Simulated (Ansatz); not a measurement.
# Single-point calculation of MoSi2

System: MoSi2 (slab, 9 atoms in the cell).
Method: DFT PBE, scalar-relativistic, plane waves, PAW, no spin polarisation (Ansatz 0.2.0).

The structure derives from a Materials Project entry. It belongs to a series of runs on one base structure; here: (0 0 1) slab cut from the bulk. Figures and captions count atoms from 1; the log counts them from 0 in places.

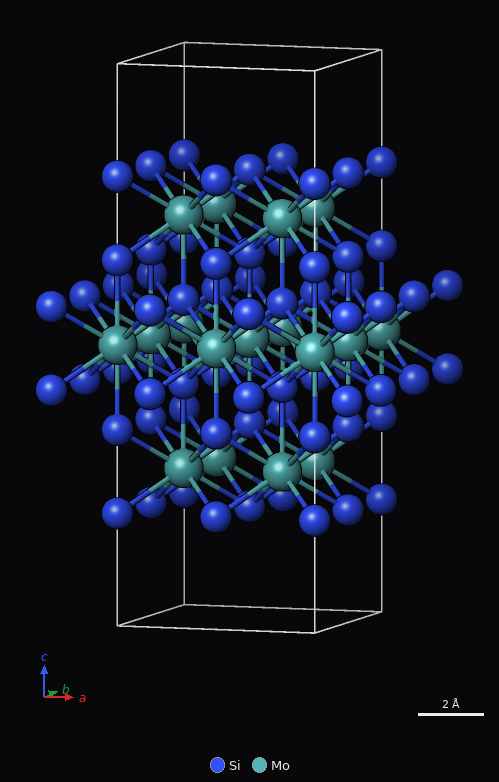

The input geometry (ball-and-stick view of the 2 × 2 repeat of the cell, with the vacuum cut short, seen slightly off an axis; bonded neighbours outside the cell are drawn too).

Results in brief

- outcome: converged
- electrons treated: 66
- free energy: −18684.3277 eV
- work function, top face: 4.52 eV
- work function, bottom face: 4.52 eV
- Fermi energy: 4.853 eV
- gap on the k-point mesh: none (metallic)
- work function (upper face): 4.52 eV
- largest force (length of the vector): 0.566 eV/Å
- hardware: 4 threads of Arm Neoverse V2, 128 GiB of memory available, shared host
- wall time: 6.3 s (CPU time 21 s)
- peak memory: 0.65 GiB

Input
```yaml
crystal:
  lattice:
    - [3.2168683115, 0.0, 0.0]
    - [0.0, 3.2168683115, 0.0]
    - [0.0, 0.0, 25.4696606484]
  atoms:
    - { symbol: Si, position: [0.0, 0.0, 0.2944679988] }
    - { symbol: Mo, position: [0.5, 0.5, 0.3454465471] }
    - { symbol: Si, position: [0.0, 0.0, 0.3964250954] }
    - { symbol: Si, position: [0.5, 0.5, 0.4490214517] }
    - { symbol: Mo, position: [0.0, 0.0, 0.5] }
    - { symbol: Si, position: [0.5, 0.5, 0.5509785483] }
    - { symbol: Si, position: [0.0, 0.0, 0.6035749046] }
    - { symbol: Mo, position: [0.5, 0.5, 0.6545534529] }
    - { symbol: Si, position: [0.0, 0.0, 0.7055320012] }
basis:
  ecutwfc: 420
kpoints:
  mp_grid: { grid: [11, 11, 1] }
hamiltonian:
  xc: pbe
scf:
  occupations: { method: gaussian, width: 0.1 }
output:
  forces: true
  stress: true
  eigenvalues: true
efield:
  axis: 3
  dipole_correction: true
  ramp_width: 0.04
```

Launch command:
```bash
ansatz run input.yaml --threads 4 --pin off --max-ram 8192MiB --backend cpu --events-out ev --progress --plain --runs-dir out
```

Log
```
Engine: ansatz 0.2.0, aarch64-unknown-linux-gnu
Pseudopotentials: kind: paw
Pseudopotential: Si, paw, valence charge 4, recommended cutoff 420 eV (normal), Si.paw.azcp
Pseudopotential: Mo, paw, valence charge 14, recommended cutoff 420 eV (normal), Mo.paw.azcp
Functional definition: PBE
  parameter kappa = 0.804
  parameter beta = 0.06672455060314922
  exchange = pbe_x(kappa = kappa, mu = beta*pi^2/3)
  correlation = pbe_c(beta = beta)
Crystal: 9 atoms, lattice volume = 263.566 Å³
Basis set: ecut = 420 eV, 5157 PW (Γ), exchange–correlation on 48×48×360 points (8 copies of the dense FFT grid, shifted against one another)
Bands: 42, of which v1, the nominal top of the filled ones, is band 33 counted from 1 (32 counted from 0)
Symmetry: 8 space group operations
k-points: 21 of 121
Non-local potential: Si, projectors of the file, l = 0: 2, l = 1: 2, l = 2: 2
Non-local potential: Mo, projectors of the file, l = 0: 3, l = 1: 2, l = 2: 2, l = 3: 1
PAW form: soft (Blöchl's): semilocal exchange-correlation on the pseudo side does not see the compensation charge
PAW one-centre angular grid: Si, 110 points (default); XC on 64 Gauss nodes
PAW one-centre angular grid: Mo, 590 points (default); XC on 64 Gauss nodes
Initial density: superposition of atomic densities (neutral atoms: chi_scale 0, normalization atom), corrected by the library's trained network
Initial wavefunctions: pseudopotential atomic-orbital guess
Functional: x = pbe(κ = 0.804, μ = 0.2195149727645171), c = pbe(β = 0.06672455060314922)
SCF iter   1: F=—  HF=-18684.333414 eV  |F-HF|=—  |Δ(HF+E_count)|=         —  Δρ=4.75e-3  dr2=9.11e-2  ethr=1.77e-3  p=0.000 e·Å  D=8.77e-14 V/Å  ΔV_dip=-0.00 eV  dr2_dipole=5.77e-10  V_vac-E_F(+/−)=4.95/4.95 eV  ⟨swp⟩=10.4  Hψ=5201  notcnv=0
efield: sawtooth ramp at fractional position 0.9800 (placed from the atoms, in the widest stretch of the axis that holds none; the zero of the levels goes with the place), width 0.0400; the density the first Hamiltonian is built on has a dipole p = 0.000 e·Å; the dipole correction subtracts the counter field D = 8.77e-14 V/Å, which shifts the + side's vacuum level by -0.00 eV against the − side's; the planar-averaged density in the ramp window peaks in size at 3.9e-5 e/Å³
preconditioner: auto → LDOS  [metal: Δε(μ)=0.050 eV  Ē_g=6.451 eV  σ=0.100 eV  W_gap=0.27  n_scr=44 (ndim 8)  ℏωp=14.8 eV  f_vac=0.450  D(μ)=2.55/eV (n_scr^D=10)  β→1.0]
SCF iter   2: F=—  HF=-18684.336359 eV  |F-HF|=—  |Δ(HF+E_count)|=   2.95e-3  Δρ=2.63e-3  dr2=1.16e-1  ethr=1.38e-4  p=0.000 e·Å  D=4.28e-7 V/Å  ΔV_dip=-0.00 eV  dr2_dipole=3.18e-9  V_vac-E_F(+/−)=4.55/4.55 eV  ⟨swp⟩=2.2  Hψ=1607  notcnv=0  defer=20
SCF iter   3: F=—  HF=-18684.329022 eV  |F-HF|=—  |Δ(HF+E_count)|=   7.34e-3  Δρ=1.02e-3  dr2=1.58e-2  ethr=1.38e-4  p=0.000 e·Å  D=4.69e-7 V/Å  ΔV_dip=-0.00 eV  dr2_dipole=3.06e-10  V_vac-E_F(+/−)=4.56/4.56 eV  ⟨swp⟩=2.0  Hψ=1169  notcnv=0  defer=20
SCF iter   4: F=—  HF=-18684.327896 eV  |F-HF|=—  |Δ(HF+E_count)|=   1.13e-3  Δρ=4.84e-4  dr2=1.59e-3  ethr=2.39e-5  p=0.000 e·Å  D=1.38e-6 V/Å  ΔV_dip=-0.00 eV  dr2_dipole=5.28e-11  V_vac-E_F(+/−)=4.54/4.54 eV  ⟨swp⟩=3.1  Hψ=1579  notcnv=0  defer=20
SCF iter   5: F=—  HF=-18684.327637 eV  |F-HF|=—  |Δ(HF+E_count)|=   2.59e-4  Δρ=1.28e-4  dr2=7.13e-5  ethr=2.41e-6  p=0.000 e·Å  D=8.78e-7 V/Å  ΔV_dip=-0.00 eV  dr2_dipole=1.29e-10  V_vac-E_F(+/−)=4.53/4.53 eV  ⟨swp⟩=2.1  Hψ=1157  notcnv=0  defer=20
SCF iter   6: F=—  HF=-18684.327731 eV  |F-HF|=—  |Δ(HF+E_count)|=   9.39e-5  Δρ=4.46e-5  dr2=8.32e-6  ethr=1.08e-7  p=0.000 e·Å  D=4.18e-7 V/Å  ΔV_dip=-0.00 eV  dr2_dipole=6.49e-11  V_vac-E_F(+/−)=4.52/4.52 eV  ⟨swp⟩=2.4  Hψ=1588  notcnv=0  defer=7
SCF iter   7: F=—  HF=-18684.327732 eV  |F-HF|=—  |Δ(HF+E_count)|=   1.51e-6  Δρ=1.40e-5  dr2=6.15e-7  ethr=1.26e-8  p=0.000 e·Å  D=5.91e-8 V/Å  ΔV_dip=-0.00 eV  dr2_dipole=2.97e-12  V_vac-E_F(+/−)=4.52/4.52 eV  ⟨swp⟩=3.1  Hψ=1682  notcnv=0  defer=7
SCF iter   8: F=-18684.327733 eV  HF=-18684.327733 eV  |F-HF|=2.16e-8  |Δ(HF+E_count)|=   4.09e-7  Δρ=3.42e-6  dr2=5.12e-8  ethr=1.52e-10  p=0.000 e·Å  D=3.15e-8 V/Å  ΔV_dip=-0.00 eV  dr2_dipole=3.23e-11  V_vac-E_F(+/−)=4.52/4.52 eV  ⟨swp⟩=15.3  Hψ=4955  notcnv=0
SCF 1 converged in 8 iterations: F = -18684.327733 eV  dr2 = 5.12e-8
  greatest PAW one-centre occupation: 0.998 electrons in one spin orbital (limit 2), on the Mo atom at site 7 (counted from 0), in its partial waves of l = 0
```

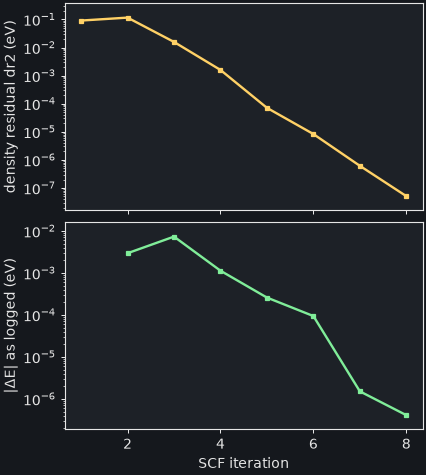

Convergence of the self-consistent field: density residual dr2 and size of the energy change against the SCF iteration. The residual falls almost steadily, with no more than small rises.

```
SCF converged after 8 iterations
Free energy (F): -18684.327733 eV
Harris-Foulkes:  -18684.327733 eV  (|F-HF|=2.16e-8)
Internal energy: -18684.313713 eV  (E = F + TS)
E sigma→0 (E₀):  -18684.320723 eV
Entropy (-TS):   -0.014020 eV (-1.558 meV/atom)
Fermi energy:    4.853304 eV
Dipole field:    D = 0.000007 V/Å  (p = 0.000010 e·Å, saw-weighted, corrected)
Work function:   Φ+ = 4.5196 eV   Φ− = 4.5197 eV
Levels:          The Fermi level and band energies are counted from a zero that moves with the ramp; work functions are not
--- Per-component energies (eV) ---
  E_band       = -849.316488
  E_kinetic    = 1580.052217
  E_local      = -51630.146922  (includes V_loc(G=0)·N_el)
  E_nonlocal   = 580.403888
  E_hartree    = 25021.622106
  E_xc         = -888.443244
  E_vxc        = -976.782284  (∫ρ·V_xc dr)
  E_paw        = -12679.516268  (= ΣΔE_a)
  E_vpaw       = -446.056542  (= ΣTr[D̂ρ^β])
  E_aug_tail   = 0.000127  (compensation charges beyond the density's cutoff)
  E_efield     = 0.000000  (sawtooth field / dipole correction)
  E_vefield    = 0.000000  (∫n·V_field dr)
  E_ewald      = 19331.714383
  E_smearing   = -0.014020  (= −TS)
  E_closure    = -0.000000  (closes the sum)
  Σ components = -18684.327733   (vs F -18684.327733, Δ=0.00e0)
--- Forces (eV/Å), atoms counted from 1 ---
  atom   1  Si     0.00000000     0.00000000     0.56648016
  atom   2  Mo    -0.00000000     0.00000000    -0.00338486
  atom   3  Si    -0.00000000     0.00000000    -0.30568803
  atom   4  Si    -0.00000000    -0.00000000    -0.34553703
  atom   5  Mo    -0.00000000     0.00000000    -0.00006397
  atom   6  Si     0.00000000     0.00000000     0.34554314
  atom   7  Si     0.00000000     0.00000000     0.30572119
  atom   8  Mo     0.00000000     0.00000000     0.00344095
  atom   9  Si    -0.00000000    -0.00000000    -0.56649611
  max |Σ_I F_I| component: 1.54e-5 eV/Å
--- Stress (GPa, compression-positive) ---
       -0.962104      -0.000000       0.000000
       -0.000000      -0.962104      -0.000000
        0.000000      -0.000000      -2.063100
  P = ⅓ Tr σ = -1.3291 GPa (-13.291 kbar)
--- Band table (eV; the first three rows and the last of 21) ---
  k-point 0: bands = ["-55.7098", "-55.7098", "-55.7031", "-29.8494", "-29.8384", "-29.8326", "-29.7836", "-29.7836", "-29.7760", "-29.7760", "-29.7759", "-29.7759", "-8.0162", "-7.2386", "-5.4250", "-4.6652", "-2.9784", "-0.8793", "-0.2677", "1.6574", "1.8827", "2.0101", "2.6809", "2.6809", "2.6900", "3.0899", "3.3521", "3.3521", "4.3101", "4.3101", "5.4070", "5.4898", "5.5158", "5.5943", "5.5943", "5.7728", "5.9180", "6.9494", "6.9494", "7.9860", "8.0705", "8.0705"]
  k-point 1: bands = ["-55.7085", "-55.7085", "-55.7018", "-29.8467", "-29.8361", "-29.8306", "-29.8031", "-29.7954", "-29.7953", "-29.7817", "-29.7741", "-29.7741", "-7.8921", "-7.1249", "-5.2956", "-4.5671", "-2.9009", "-0.8619", "-0.1781", "1.4814", "1.7139", "2.0215", "2.1957", "2.7526", "2.8497", "2.9705", "3.2171", "3.3793", "4.1104", "4.3432", "4.8096", "4.9791", "5.0090", "5.4740", "5.7698", "6.0829", "6.3143", "6.7240", "7.4619", "7.5905", "8.0361", "8.5140"]
  k-point 2: bands = ["-55.7049", "-55.7049", "-55.6982", "-29.8554", "-29.8475", "-29.8471", "-29.8391", "-29.8297", "-29.8252", "-29.7767", "-29.7692", "-29.7691", "-7.5257", "-6.7902", "-4.9224", "-4.2821", "-2.6986", "-0.9356", "0.0561", "0.6815", "1.0205", "1.9338", "1.9682", "2.6702", "2.9471", "2.9783", "3.0132", "3.3563", "3.6798", "4.1505", "4.1678", "4.3350", "4.5586", "5.4344", "5.6584", "6.1639", "6.5790", "6.9000", "7.0428", "7.7880", "8.2433", "8.4583"]
  k-point 20: bands = ["-55.6773", "-55.6773", "-55.6704", "-29.9845", "-29.9839", "-29.9753", "-29.9751", "-29.9747", "-29.9745", "-29.7882", "-29.7847", "-29.7847", "-4.0762", "-3.8398", "-3.7955", "-1.8814", "-1.3637", "-1.3095", "-0.8414", "-0.3528", "0.0071", "0.5349", "1.1494", "1.3833", "1.4780", "1.5338", "1.5773", "2.6105", "2.7785", "3.0691", "3.3717", "3.4721", "3.6821", "5.0582", "6.1337", "6.8134", "7.1318", "7.2282", "7.3289", "7.8390", "8.6059", "8.6113"]
```

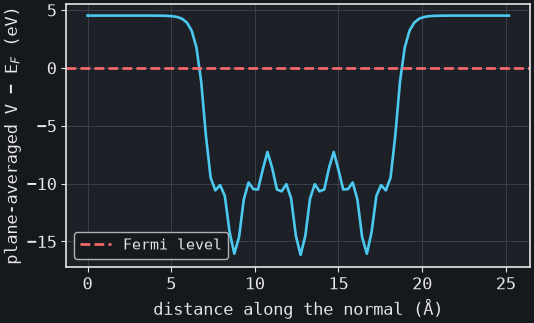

Plane average of the electrostatic potential energy of an electron across the cell, from the Fermi level. The vacuum level lies 4.52 eV above the Fermi level.

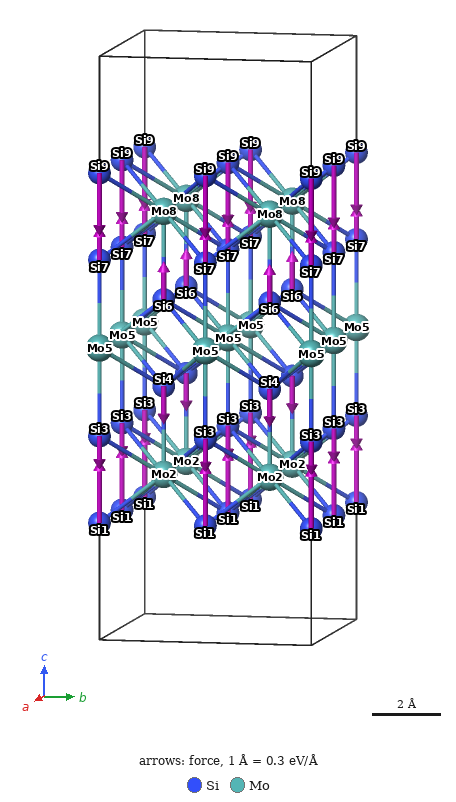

Forces on the atoms as pink arrows (ball-and-stick view of the 2 × 2 repeat of the cell, with the vacuum cut short, seen slightly off an axis; atoms are numbered from 1 in the order of the input); the smallest are left out. The largest act on Si1, Si9 (0.57 eV/Å); Si4, Si6 (0.35 eV/Å); Si3, Si7 (0.31 eV/Å). The geometry is not a stationary point of this energy.
